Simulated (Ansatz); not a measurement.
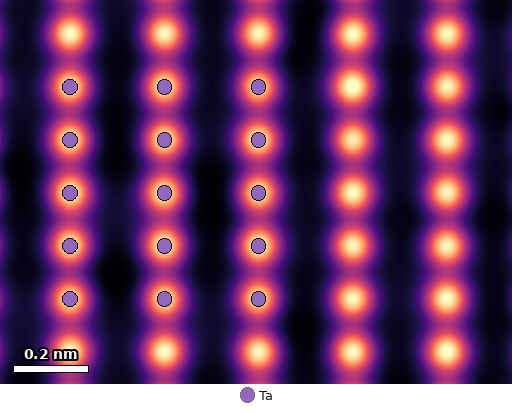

HAADF-like image of Ta (P6_3/mmc, No. 194) along [210]. The image is simulated as a sum over atoms of Z^1.7, blurred by a 0.99 Å probe (no channelling). The speckle of an amorphous layer was added. Model: the geometry relaxed with DFT, PBE, plane waves (420 eV) with PAW, scalar-relativistic (Ansatz 0.2.0); the starting structure was generated, so it need not be a known form of this composition.

Coloured dots in one corner mark the columns of the model.

**Describe what the image shows.**

The columns repeat on a rectangular net of 1.45 × 2.58 Å (plane group p2mm). All columns are alike (Ta). The shortest distance between visible columns is 1.45 Å in projection. Along the beam the structure repeats every 5.02 Å.
